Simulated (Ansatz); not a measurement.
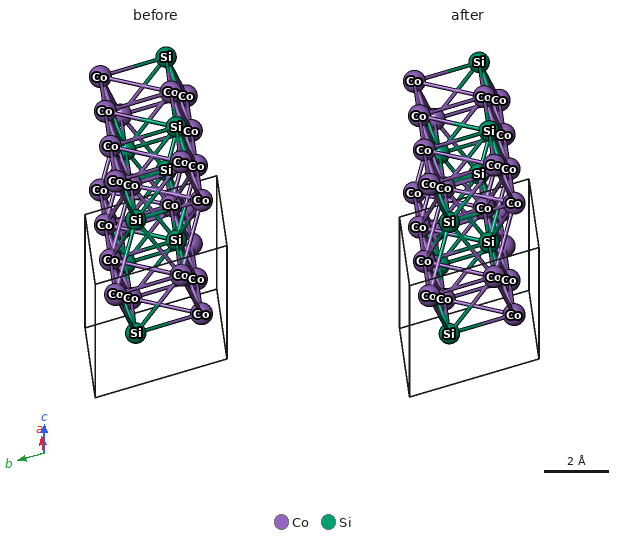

The structure of crystalline Co3Si (set up in P6_3/mmc) before (left) and after (right) a relaxation, at one scale.

The picture is a ball-and-stick view of the cell of the calculation, repeated 2 × 1 × 2 with one cell outlined, seen from a free direction.

All numbers below come from Ansatz, DFT PBEsol, scalar-relativistic, plane waves, PAW.

Input file:
```yaml
crystal:
  lattice:
    - [4.976470242, 0.0, 0.0]
    - [-2.488235121, 4.3097496507, 0.0]
    - [0.0, 0.0, 3.972794]
  atoms:
    - { symbol: Co, position: [0.167472, 0.334944, 0.75], spin: 1.12 }
    - { symbol: Co, position: [0.665056, 0.832528, 0.75], spin: 1.12 }
    - { symbol: Co, position: [0.167472, 0.832528, 0.75], spin: 1.12 }
    - { symbol: Co, position: [0.832528, 0.665056, 0.25], spin: 1.12 }
    - { symbol: Co, position: [0.334944, 0.167472, 0.25], spin: 1.12 }
    - { symbol: Co, position: [0.832528, 0.167472, 0.25], spin: 1.12 }
    - { symbol: Si, position: [0.66666667, 0.33333333, 0.75] }
    - { symbol: Si, position: [0.33333333, 0.66666667, 0.25] }
basis:
  ecutwfc: 420
kpoints:
  mp_grid: { grid: [12, 12, 10] }
hamiltonian:
  xc: pbesol
scf:
  occupations: { method: gaussian, width: 0.1 }
output:
  forces: true
  stress: true
  eigenvalues: true
  populations: true
magnetization:
  spin_polarized: true
relax:
  adjacent_minimum: "off"
  f_tol: 0.005
  max_steps: 80
  cell: { stress_tol: 0.05 }
```

Command:
```bash
ansatz run input.yaml --threads 2 --pin off --max-ram 5120MiB --backend cpu --events-out ev --progress --plain --runs-dir out
```

What changed between the two?

The run was cut off at its time limit before the program reported convergence, but its last step already meets the force threshold: the largest component is 0.00014 eV/Å against 0.005 eV/Å. The pressure is within 0.01 GPa of its target. Over 7 accepted moves (9 points after the start) the energy falls by 30.1 meV per atom. Largest force component: 0.094 eV/Å at the start, 0.00014 eV/Å at the end. Pressure: −8.09 GPa at the start and 0.00 GPa at the end. The line search rejected the trial step at point 3 of the run. At 1 point the geometry stayed and the basis and grid were re-selected for the new cell (energy shift of 0.4 meV per atom at most each time). The largest moves relative to the cell, 0.009 Å, are those of Co1, Co2, Co3, Co4, Co5 and Co6. Co1 goes along [−1 −2 0]. Si stays in place. Cell: a = b 4.976 → 4.889 Å (−1.8 %), c 3.973 → 3.904 Å (−1.7 %). Volume −5.1 %. Near-neighbour distances that change, for instance: Co1–Co2 2.500 → 2.441 Å, Co1–Co5 2.456 → 2.408 Å, Co1–Si7 2.488 → 2.445 Å, Co1–Si8 2.447 → 2.410 Å. The space group stays P6_3/mmc (No. 194). The program noted that the starting moments weren't kept. Cost: 12 min on 2 threads of Arm Neoverse V1 (shared host), peak memory 1.2 GiB.
